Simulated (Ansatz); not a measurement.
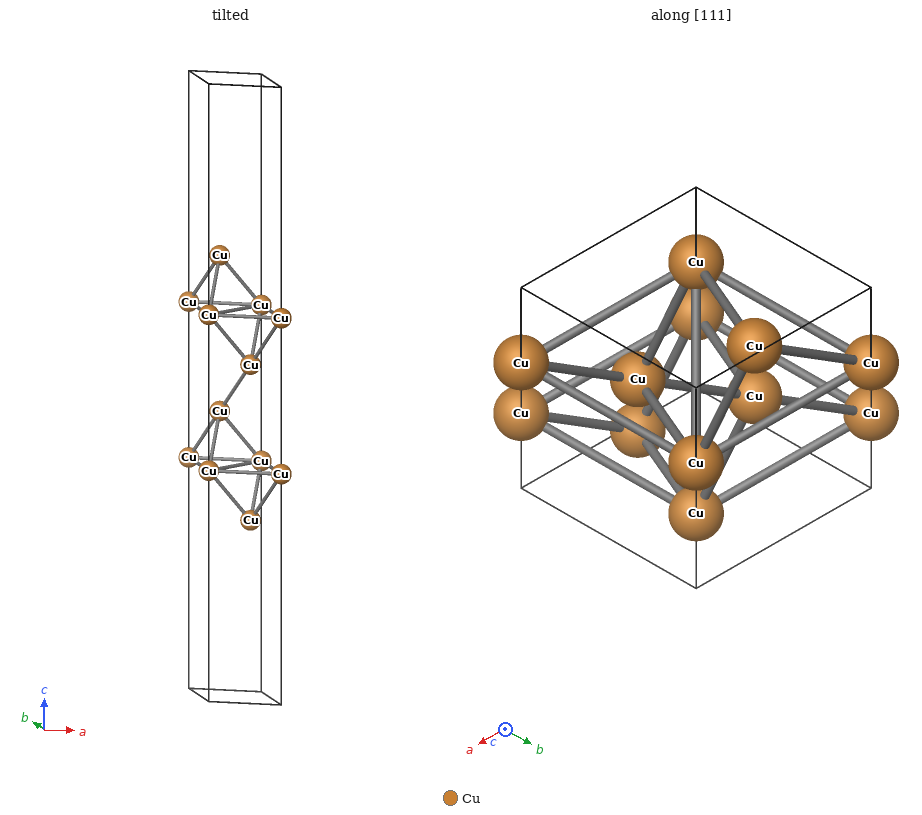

View slightly off an axis and along [111], drawn as a ball-and-stick model. One simulation cell is framed, with atoms on its boundary repeated. Cell: a = 2.694 Å, b = 2.694 Å, c = 22.604 Å, α = 90.00°, β = 90.00°, γ = 120.00°.

- The element is copper.
- The cell holds six atoms.
- Taking every contact within bonding distance, one finds Cu 9 to 12 (mean 11.0).

The cell started as a structure listed in the Materials Project. The cell was then strained or its atoms displaced on purpose. A calculation with Ansatz used it as input.

At this level of theory the run's own cell isn't at rest (stretched, at -4 GPa), so its distances can differ from those at equilibrium, the more so the softer the solid.
